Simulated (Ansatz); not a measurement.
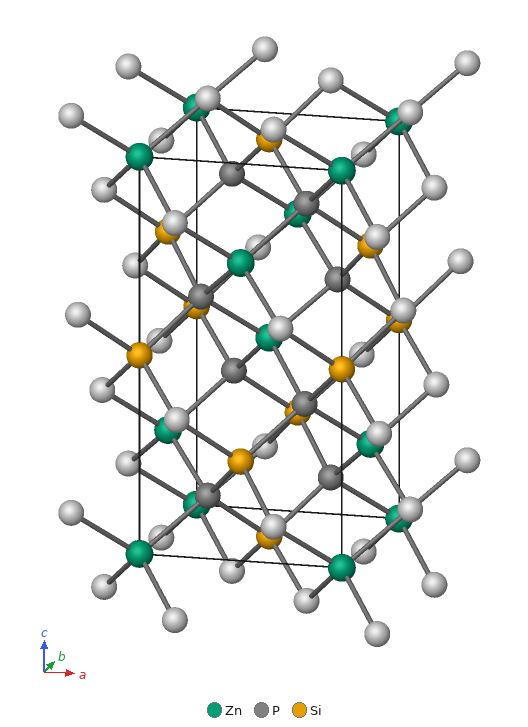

Ball-and-stick drawing of the structure, looking slightly off an axis. The conventional unit cell is drawn as a box. Bonded atoms from the next cells complete the picture, in fainter colours.

ZnSiP2, chalcopyrite, space group I-42d (No. 122), a = 5.377 Å, b = 5.377 Å, c = 10.468 Å, α = 90.00°, β = 90.00°, γ = 90.00°. The structure was taken from a structure type filled with these elements by a generator (whether the compound takes this form wasn't checked). Earlier steps of the study may have refined or changed the cell and positions. Ansatz was used for an electronic-structure calculation on it.

This one geometry was computed with Ansatz (DFT, plane waves, PAW) at four levels of theory: r2SCAN, PBE, PBE0 and HSE06. It was relaxed beforehand with r2SCAN.

> Which level gives the highest pressure at this volume, and what does that say about its equilibrium volume?

Highest: PBE (2.0 GPa), which points to the largest equilibrium volume. Lowest, with the smallest volume: r2SCAN (0.0 GPa). Levels within 0.5 GPa of each other can't be told apart.

> How does the band gap change with the level of theory?

PBE: a gap of 1.31 eV, direct; r2SCAN: a gap of 1.56 eV, direct; HSE06: a gap of 1.99 eV, direct; PBE0: a gap of 2.65 eV, direct.

> Collect the results in a table.

| level | cutoff (eV) | k-mesh of the run's cell | gap (eV) | pressure (GPa) |
| --- | --- | --- | --- | --- |
| r2SCAN | 500 | 6×6×6 | 1.56 | 0.0 |
| PBE | 420 | 6×6×6 | 1.31 | 2.0 |
| PBE0 | 420 | 4×4×4 | 2.65 | 0.5 |
| HSE06 | 420 | 4×4×4 | 1.99 | 0.7 |

Gaps are taken on the k-mesh or band path of each run.
